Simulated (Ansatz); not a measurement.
System: PbI₂, space group P-3m1, 3 atoms in the cell, 1T (CdI2) bulk type.

```yaml
crystal:
  lattice:
    - [4.56408, 0.00000, 0.00000]
    - [-2.28204, 3.95261, 0.00000]
    - [0.00000, 0.00000, 7.04751]
  atoms:
    - { symbol: Pb, position: [0.00000, 0.00000, 0.00000] }
    - { symbol: I, position: [0.33333, 0.66667, 0.26671] }
    - { symbol: I, position: [0.66667, 0.33333, 0.73329] }
```

Level of theory: DFT, HSE06, plane waves, PAW, no spin polarisation, 6×6×2 k mesh, 420 eV cutoff; code Ansatz 0.2.0.

Predict the main features of the density of states.

There is a gap; over the k points computed it is 2.93 eV (direct among those points). The upper group of valence states starts about 3.7 eV under the valence-band top (which lies at −1.5 eV on this axis), with a gap beneath it; it holds about 12 electrons a cell. Within the window shown, the tallest peak of the filled states lies 1.3 eV under the valence-band top, at about 5.2 states per eV and cell.

Spin-orbit coupling is left out, which matters for Pb and I. The k mesh is coarse, so the curve is spiky and fine features aren't converged.

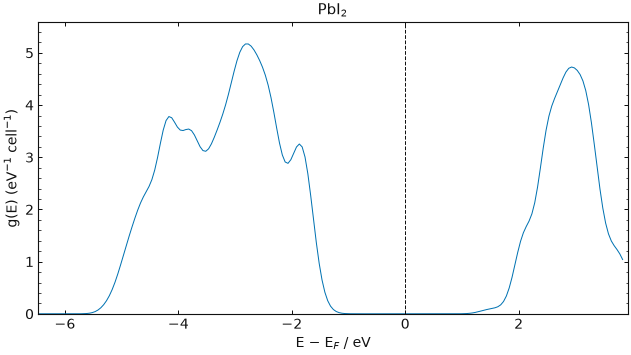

Density of states. Energies are counted from the Fermi level, put mid-gap where there is a gap. The curve is built from the levels of the k mesh with Gaussians 0.4 eV wide, which also blur the band edges.
